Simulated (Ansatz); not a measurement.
**Al: molecular dynamics (part 1 of 4)**

- system: Al (18 atoms in the cell)
- method: DFT PBE+D3(BJ), scalar-relativistic, plane waves, PAW, no spin polarisation (Ansatz 0.2.0)

The structure derives from a Materials Project entry. It belongs to a series of runs on one base structure; here: dynamics (NVT, Nosé–Hoover thermostat) at 450 K, volume × 1.01. Figures and captions count atoms from 1; the log counts them from 0 in places.

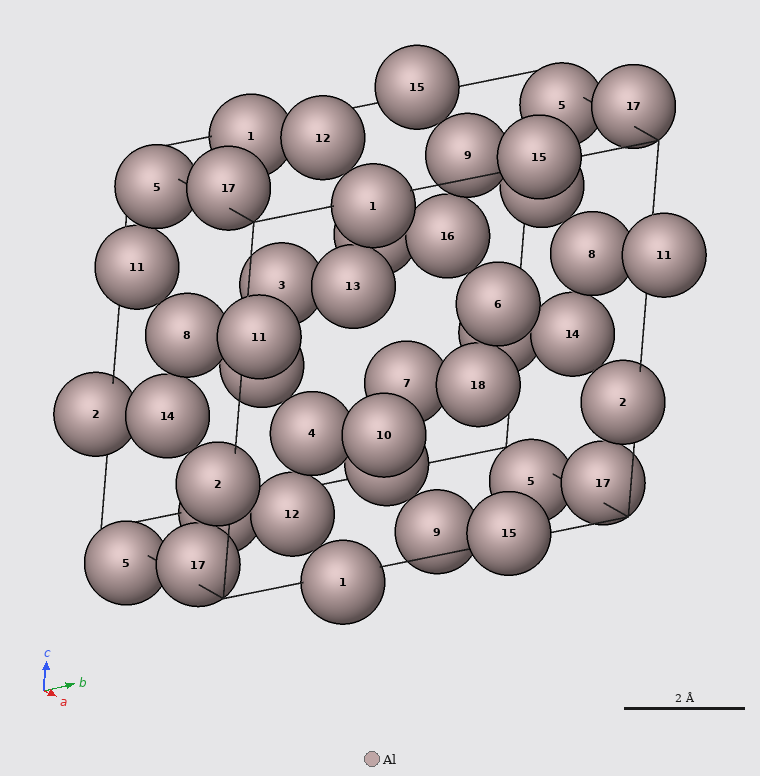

The input geometry (spheres-only view of the cell of the calculation, seen slightly off an axis; atoms are numbered from 1 in the order of the input).

**Input file**
```yaml
crystal:
  lattice:
    - [4.2326986885, 2.4437497271, -4.8830190557]
    - [-1.0e-10, -4.8874994543, -4.8830190557]
    - [-4.2326986884, 2.4437497272, -4.8830190557]
  atoms:
    - { symbol: Al, position: [0.9722222222, 0.3055555556, 0.9722222222] }
    - { symbol: Al, position: [0.9722222222, 0.9722222222, 0.3055555556] }
    - { symbol: Al, position: [0.3055555556, 0.3055555556, 0.6388888889] }
    - { symbol: Al, position: [0.6388888889, 0.3055555556, 0.3055555556] }
    - { symbol: Al, position: [0.3055555556, 0.9722222222, 0.9722222222] }
    - { symbol: Al, position: [0.9722222222, 0.6388888889, 0.6388888889] }
    - { symbol: Al, position: [0.3055555556, 0.6388888889, 0.3055555556] }
    - { symbol: Al, position: [0.6388888889, 0.9722222222, 0.6388888889] }
    - { symbol: Al, position: [0.6388888889, 0.6388888889, 0.9722222222] }
    - { symbol: Al, position: [0.0277777778, 0.3611111111, 0.3611111111] }
    - { symbol: Al, position: [0.0277777778, 0.0277777778, 0.6944444444] }
    - { symbol: Al, position: [0.3611111111, 0.3611111111, 0.0277777778] }
    - { symbol: Al, position: [0.6944444444, 0.3611111111, 0.6944444444] }
    - { symbol: Al, position: [0.3611111111, 0.0277777778, 0.3611111111] }
    - { symbol: Al, position: [0.0277777778, 0.6944444444, 0.0277777778] }
    - { symbol: Al, position: [0.3611111111, 0.6944444444, 0.6944444444] }
    - { symbol: Al, position: [0.6944444444, 0.0277777778, 0.0277777778] }
    - { symbol: Al, position: [0.6944444444, 0.6944444444, 0.3611111111] }
basis:
  ecutwfc: 420
kpoints:
  mp_grid: { grid: [3, 3, 3], shift: [0.0, 0.0, 0.0] }
hamiltonian:
  xc: pbe
  dispersion: d3bj
scf:
  occupations: { method: fermi_dirac, width: 0.05 }
  lower_state_search: "off"
  convergence: { dr2_threshold: 1.0e-07 }
output:
  forces: true
  stress: true
md:
  timestep: 3.0
  n_steps: 59
  ensemble: nvt_nose_hoover
  temperature: 450.0
  initial_velocities: maxwell_boltzmann
  seed: 79959
```

Hardware: 4 threads of an x86-64 CPU, shared host.

Launch command:
```bash
ansatz run input.yaml --threads 4 --pin off --max-ram 5120MiB --backend cpu --events-out ev --progress --plain --runs-dir out
```

**Log**
```
Warning: md: disabling space-group detection — thermal motion breaks the input geometry's symmetry, so no spatial operation reduces the k-mesh or symmetrises the density; time reversal is kept, so that k and −k are solved as one point where they differ and the mesh holds both, and exact exchange and, on two spinor components, a DFT+U term hold to it where the run has them: on two components no moment then forms, and a state that bears one, which a typed moment (crystal.atoms[].spin; refused beside efield: under a hybrid functional) reaches, can lie lower, under hf by electronvolts; crystal.symmetry.detect: false (a key that needs symmetry detection or time reversal refuses this as the deck is read) with time_reversal: false beside it drops time reversal too
Warning: output.stress: scf.convergence.dr2_threshold = 1e-7 eV (the SCF's general default) is looser than the 1.8e-9 eV advised for a printed stress (1e-10 eV for each atom of the cell: 18). What an SCF threshold leaves in a stress goes as its square root, and in the free energy as the threshold itself, and one threshold admits the most on a small cell: of the crystals measured, under no hybrid functional and no lock of the moments, on runs that ended without the residual-converged pass, on stresses that held no estimate of that error, the worst erred by over 100 MPa in a component at 1e-7 eV an atom and by under 5 at 1e-10. Set scf.convergence.dr2_threshold to 1.8e-9 eV or tighter. The threshold is an SCF's pass mark: one that does not reach it within its budget of iterations ends unconverged, or closes short of it on a stop that the run arms, and scf.convergence.dr2_threshold's page says what that costs each kind of run
Engine: ansatz 0.2.0, x86_64-unknown-linux-gnu
Pseudopotentials: kind: paw
Pseudopotential: Al, paw, valence charge 3, recommended cutoff 420 eV (normal), Al.paw.azcp
Functional definition: PBE
  parameter kappa = 0.804
  parameter beta = 0.06672455060314922
  exchange = pbe_x(kappa = kappa, mu = beta*pi^2/3)
  correlation = pbe_c(beta = beta)
Crystal: 18 atoms, lattice volume = 303.050 Å³
Basis set: ecut = 420 eV, 5975 PW (Γ), exchange–correlation on 96×96×96 points (8 copies of the dense FFT grid, shifted against one another)
Bands: 45, of which v1, the nominal top of the filled ones, is band 27 counted from 1 (26 counted from 0)
Symmetry: 1 space group operations
k-points: 14 of 27 (time reversal used)
Non-local potential: Al, projectors of the file, l = 0: 2, l = 1: 2, l = 2: 1
PAW form: soft (Blöchl's): semilocal exchange-correlation on the pseudo side does not see the compensation charge
PAW one-centre angular grid: Al, 110 points (default); XC on 64 Gauss nodes
Initial density: superposition of atomic densities (neutral atoms: chi_scale 0, normalization atom), corrected by the library's trained network
Initial wavefunctions: pseudopotential atomic-orbital guess
Functional: x = pbe(κ = 0.804, μ = 0.2195149727645171), c = pbe(β = 0.06672455060314922)
SCF iter   1: F=—  HF=-9680.313283 eV  |F-HF|=—  |Δ(HF+E_count)|=         —  Δρ=1.62e-3  dr2=9.30e-3  ethr=1.77e-3  ⟨swp⟩=6.7  Hψ=2913  notcnv=0  defer=18
preconditioner: auto → Kerker (q_TF=auto, 2.047 Å⁻¹)  [metal: Δε(μ)=0.088 eV  Ē_g=6.594 eV  σ=0.050 eV  W_gap=0.41  n_scr=50 (ndim 8)  ℏωp=15.7 eV  f_vac=0.000  D(μ)=14.59/eV (n_scr^D=124)]
SCF iter   2: F=—  HF=-9680.313179 eV  |F-HF|=—  |Δ(HF+E_count)|=   1.05e-4  Δρ=1.00e-3  dr2=3.65e-3  ethr=1.72e-5  ⟨swp⟩=1.9  Hψ=835  notcnv=0  defer=39
SCF iter   3: F=—  HF=-9680.312250 eV  |F-HF|=—  |Δ(HF+E_count)|=   9.28e-4  Δρ=5.54e-5  dr2=8.24e-6  ethr=6.75e-6  ⟨swp⟩=2.0  Hψ=913  notcnv=0  defer=39
SCF iter   4: F=—  HF=-9680.312143 eV  |F-HF|=—  |Δ(HF+E_count)|=   1.08e-4  Δρ=2.52e-5  dr2=1.85e-6  ethr=1.53e-8  ⟨swp⟩=2.7  Hψ=958  notcnv=0  defer=39
iter 5 did not close the SCF: its close was put off for the readings that it lacked (scf_convergence_deferred on its scf_iter line)
SCF iter   5: F=-9680.312143 eV  HF=-9680.312143 eV  |F-HF|=1.11e-8  |Δ(HF+E_count)|=   8.40e-8  Δρ=3.04e-6  dr2=3.41e-8  ethr=3.43e-9  ⟨swp⟩=2.0  Hψ=917  notcnv=0  defer=39
SCF iter   6: F=-9680.312143 eV  HF=-9680.312143 eV  |F-HF|=3.82e-10  |Δ(HF+E_count)|=   8.69e-9  Δρ=4.65e-7  dr2=7.65e-10  ethr=6.31e-11  ⟨swp⟩=1.6  Hψ=1609  notcnv=0
SCF 1 converged in 6 iterations: F = -9680.312143 eV  dr2 = 7.65e-10
  greatest PAW one-centre occupation: 0.456 electrons in one spin orbital (limit 2), on the Al atom at site 12 (counted from 0), in its partial waves of l = 0
md step     0: t =     0.00 fs  T =   450.0 K  F+E_penalty+E_count = -9680.31214266 eV  E_kin = 0.988839 eV  conserved = -9679.32330366 eV  P_inst = -3.1780 GPa  (6 SCF iters)
Initial density: handed on by an earlier stage of this run
Initial wavefunctions: those handed on with the density
iter 1 solved again at ethr=2.59e-5 eV; its pass at ethr=3.10e-3 eV (dr2=1.40e-2 eV) is discarded
SCF iter   1: F=—  HF=-9680.300207 eV  |F-HF|=—  |Δ(HF+E_count)|=         —  Δρ=1.18e-3  dr2=1.47e-2  ethr=2.59e-5  ⟨swp⟩=3.8  Hψ=2669  notcnv=0  defer=10
preconditioner: auto → Kerker (q_TF=auto, 2.047 Å⁻¹)  [metal: Δε(μ)=0.057 eV  Ē_g=6.594 eV  σ=0.050 eV  W_gap=0.28  n_scr=50 (ndim 8)  ℏωp=15.7 eV  f_vac=0.000  D(μ)=14.72/eV (n_scr^D=124)]
SCF iter   2: F=—  HF=-9680.297478 eV  |F-HF|=—  |Δ(HF+E_count)|=   2.73e-3  Δρ=6.89e-4  dr2=4.70e-3  ethr=2.59e-5  ⟨swp⟩=1.7  Hψ=645  notcnv=0  defer=4
SCF iter   3: F=—  HF=-9680.296290 eV  |F-HF|=—  |Δ(HF+E_count)|=   1.19e-3  Δρ=6.91e-5  dr2=1.80e-5  ethr=8.70e-6  ⟨swp⟩=2.5  Hψ=980  notcnv=0  defer=3
SCF iter   4: F=—  HF=-9680.296212 eV  |F-HF|=—  |Δ(HF+E_count)|=   7.84e-5  Δρ=1.74e-5  dr2=1.51e-6  ethr=3.34e-8  ⟨swp⟩=2.3  Hψ=1007  notcnv=0  defer=3
SCF iter   5: F=-9680.296211 eV  HF=-9680.296211 eV  |F-HF|=1.37e-8  |Δ(HF+E_count)|=   3.04e-7  Δρ=1.64e-6  dr2=1.97e-8  ethr=1.85e-10  ⟨swp⟩=3.0  Hψ=2249  notcnv=0
SCF 2 converged in 5 iterations: F = -9680.296211 eV  dr2 = 1.97e-8
  greatest PAW one-centre occupation: 0.456 electrons in one spin orbital (limit 2), on the Al atom at site 15 (counted from 0), in its partial waves of l = 0
md step     1: t =     3.00 fs  T =   442.8 K  F+E_penalty+E_count = -9680.29621141 eV  E_kin = 0.972936 eV  conserved = -9679.32327916 eV  P_inst = -3.1574 GPa  (5 SCF iters)
[... from here on the SCF iterations and repeated set-up lines of each step are left out, up to the last step ...]
SCF 3 converged in 5 iterations: F = -9680.248749 eV  dr2 = 2.01e-8
md step     2: t =     6.00 fs  T =   421.3 K  F+E_penalty+E_count = -9680.24874917 eV  E_kin = 0.925678 eV  conserved = -9679.32311191 eV  P_inst = -3.0975 GPa  (5 SCF iters)
SCF 4 converged in 5 iterations: F = -9680.172828 eV  dr2 = 1.54e-8
md step     3: t =     9.00 fs  T =   386.9 K  F+E_penalty+E_count = -9680.17282779 eV  E_kin = 0.850210 eV  conserved = -9679.32280000 eV  P_inst = -3.0009 GPa  (5 SCF iters)
SCF 5 converged in 5 iterations: F = -9680.073815 eV  dr2 = 1.40e-8
md step     4: t =    12.00 fs  T =   342.2 K  F+E_penalty+E_count = -9680.07381490 eV  E_kin = 0.751971 eV  conserved = -9679.32235846 eV  P_inst = -2.8723 GPa  (5 SCF iters)
SCF 6 converged in 3 iterations: F = -9679.959110 eV  dr2 = 2.01e-8
md step     5: t =    15.00 fs  T =   290.5 K  F+E_penalty+E_count = -9679.95910955 eV  E_kin = 0.638399 eV  conserved = -9679.32181240 eV  P_inst = -2.7200 GPa  (3 SCF iters)
SCF 7 converged in 3 iterations: F = -9679.837741 eV  dr2 = 1.08e-8
md step     6: t =    18.00 fs  T =   236.0 K  F+E_penalty+E_count = -9679.83774103 eV  E_kin = 0.518506 eV  conserved = -9679.32119405 eV  P_inst = -2.5559 GPa  (3 SCF iters)
SCF 8 converged in 3 iterations: F = -9679.719774 eV  dr2 = 6.90e-9
md step     7: t =    21.00 fs  T =   183.1 K  F+E_penalty+E_count = -9679.71977449 eV  E_kin = 0.402252 eV  conserved = -9679.32055737 eV  P_inst = -2.3936 GPa  (3 SCF iters)
SCF 9 converged in 3 iterations: F = -9679.615433 eV  dr2 = 1.80e-9
md step     8: t =    24.00 fs  T =   136.4 K  F+E_penalty+E_count = -9679.61543345 eV  E_kin = 0.299686 eV  conserved = -9679.31997821 eV  P_inst = -2.2474 GPa  (3 SCF iters)
SCF 10 converged in 2 iterations: F = -9679.533940 eV  dr2 = 9.40e-8
md step     9: t =    27.00 fs  T =   100.0 K  F+E_penalty+E_count = -9679.53393980 eV  E_kin = 0.219845 eV  conserved = -9679.31953991 eV  P_inst = -2.1293 GPa  (2 SCF iters)
SCF 11 converged in 5 iterations: F = -9679.482246 eV  dr2 = 1.98e-9
md step    10: t =    30.00 fs  T =    77.2 K  F+E_penalty+E_count = -9679.48224558 eV  E_kin = 0.169566 eV  conserved = -9679.31931503 eV  P_inst = -2.0484 GPa  (5 SCF iters)
SCF 12 converged in 3 iterations: F = -9679.463954 eV  dr2 = 2.65e-9
md step    11: t =    33.00 fs  T =    69.4 K  F+E_penalty+E_count = -9679.46395440 eV  E_kin = 0.152485 eV  conserved = -9679.31934266 eV  P_inst = -2.0095 GPa  (3 SCF iters)
SCF 13 converged in 3 iterations: F = -9679.478729 eV  dr2 = 1.56e-9
md step    12: t =    36.00 fs  T =    76.7 K  F+E_penalty+E_count = -9679.47872932 eV  E_kin = 0.168479 eV  conserved = -9679.31961644 eV  P_inst = -2.0129 GPa  (3 SCF iters)
SCF 14 converged in 2 iterations: F = -9679.522367 eV  dr2 = 5.14e-8
md step    13: t =    39.00 fs  T =    97.3 K  F+E_penalty+E_count = -9679.52236650 eV  E_kin = 0.213730 eV  conserved = -9679.32008607 eV  P_inst = -2.0538 GPa  (2 SCF iters)
SCF 15 converged in 3 iterations: F = -9679.587511 eV  dr2 = 9.90e-9
md step    14: t =    42.00 fs  T =   128.0 K  F+E_penalty+E_count = -9679.58751078 eV  E_kin = 0.281356 eV  conserved = -9679.32067370 eV  P_inst = -2.1239 GPa  (3 SCF iters)
SCF 16 converged in 3 iterations: F = -9679.664805 eV  dr2 = 1.38e-9
md step    15: t =    45.00 fs  T =   164.9 K  F+E_penalty+E_count = -9679.66480513 eV  E_kin = 0.362460 eV  conserved = -9679.32129378 eV  P_inst = -2.2121 GPa  (3 SCF iters)
SCF 17 converged in 2 iterations: F = -9679.744186 eV  dr2 = 7.65e-8
md step    16: t =    48.00 fs  T =   203.6 K  F+E_penalty+E_count = -9679.74418575 eV  E_kin = 0.447321 eV  conserved = -9679.32187379 eV  P_inst = -2.3063 GPa  (2 SCF iters)
SCF 18 converged in 3 iterations: F = -9679.816069 eV  dr2 = 2.47e-8
md step    17: t =    51.00 fs  T =   239.6 K  F+E_penalty+E_count = -9679.81606924 eV  E_kin = 0.526518 eV  conserved = -9679.32235062 eV  P_inst = -2.3945 GPa  (3 SCF iters)
SCF 19 converged in 3 iterations: F = -9679.872342 eV  dr2 = 3.38e-9
md step    18: t =    54.00 fs  T =   269.4 K  F+E_penalty+E_count = -9679.87234238 eV  E_kin = 0.591896 eV  conserved = -9679.32267248 eV  P_inst = -2.4666 GPa  (3 SCF iters)
SCF 20 converged in 3 iterations: F = -9679.907159 eV  dr2 = 8.07e-9
md step    19: t =    57.00 fs  T =   290.1 K  F+E_penalty+E_count = -9679.90715900 eV  E_kin = 0.637366 eV  conserved = -9679.32280702 eV  P_inst = -2.5152 GPa  (3 SCF iters)
SCF 21 converged in 5 iterations: F = -9679.917531 eV  dr2 = 1.61e-8
md step    20: t =    60.00 fs  T =   300.1 K  F+E_penalty+E_count = -9679.91753119 eV  E_kin = 0.659552 eV  conserved = -9679.32273812 eV  P_inst = -2.5364 GPa  (5 SCF iters)
SCF 22 converged in 3 iterations: F = -9679.903617 eV  dr2 = 6.64e-9
md step    21: t =    63.00 fs  T =   299.5 K  F+E_penalty+E_count = -9679.90361692 eV  E_kin = 0.658135 eV  conserved = -9679.32247575 eV  P_inst = -2.5302 GPa  (3 SCF iters)
SCF 23 converged in 3 iterations: F = -9679.868605 eV  dr2 = 8.23e-9
md step    22: t =    66.00 fs  T =   289.3 K  F+E_penalty+E_count = -9679.86860504 eV  E_kin = 0.635801 eV  conserved = -9679.32206165 eV  P_inst = -2.5001 GPa  (3 SCF iters)
SCF 24 converged in 3 iterations: F = -9679.818180 eV  dr2 = 8.30e-9
md step    23: t =    69.00 fs  T =   272.0 K  F+E_penalty+E_count = -9679.81817961 eV  E_kin = 0.597787 eV  conserved = -9679.32155651 eV  P_inst = -2.4519 GPa  (3 SCF iters)
SCF 25 converged in 3 iterations: F = -9679.759668 eV  dr2 = 5.87e-9
md step    24: t =    72.00 fs  T =   250.8 K  F+E_penalty+E_count = -9679.75966801 eV  E_kin = 0.551089 eV  conserved = -9679.32102008 eV  P_inst = -2.3929 GPa  (3 SCF iters)
SCF 26 converged in 3 iterations: F = -9679.701069 eV  dr2 = 7.21e-9
md step    25: t =    75.00 fs  T =   229.1 K  F+E_penalty+E_count = -9679.70106947 eV  E_kin = 0.503517 eV  conserved = -9679.32051188 eV  P_inst = -2.3314 GPa  (3 SCF iters)
SCF 27 converged in 3 iterations: F = -9679.650122 eV  dr2 = 1.20e-8
md step    26: t =    78.00 fs  T =   210.6 K  F+E_penalty+E_count = -9679.65012209 eV  E_kin = 0.462781 eV  conserved = -9679.32008416 eV  P_inst = -2.2759 GPa  (3 SCF iters)
SCF 28 converged in 3 iterations: F = -9679.613468 eV  dr2 = 9.04e-9
md step    27: t =    81.00 fs  T =   198.3 K  F+E_penalty+E_count = -9679.61346839 eV  E_kin = 0.435648 eV  conserved = -9679.31977657 eV  P_inst = -2.2344 GPa  (3 SCF iters)
SCF 29 converged in 3 iterations: F = -9679.595950 eV  dr2 = 4.39e-9
md step    28: t =    84.00 fs  T =   194.4 K  F+E_penalty+E_count = -9679.59594952 eV  E_kin = 0.427220 eV  conserved = -9679.31961987 eV  P_inst = -2.2131 GPa  (3 SCF iters)
SCF 30 converged in 2 iterations: F = -9679.600064 eV  dr2 = 8.36e-8
md step    29: t =    87.00 fs  T =   200.4 K  F+E_penalty+E_count = -9679.60006439 eV  E_kin = 0.440345 eV  conserved = -9679.31963130 eV  P_inst = -2.2154 GPa  (2 SCF iters)
SCF 31 converged in 5 iterations: F = -9679.625649 eV  dr2 = 4.83e-9
md step    30: t =    90.00 fs  T =   216.3 K  F+E_penalty+E_count = -9679.62564876 eV  E_kin = 0.475253 eV  conserved = -9679.31980822 eV  P_inst = -2.2416 GPa  (5 SCF iters)
SCF 32 converged in 3 iterations: F = -9679.669845 eV  dr2 = 2.18e-8
md step    31: t =    93.00 fs  T =   240.9 K  F+E_penalty+E_count = -9679.66984527 eV  E_kin = 0.529447 eV  conserved = -9679.32012493 eV  P_inst = -2.2884 GPa  (3 SCF iters)
SCF 33 converged in 3 iterations: F = -9679.727419 eV  dr2 = 4.94e-9
```
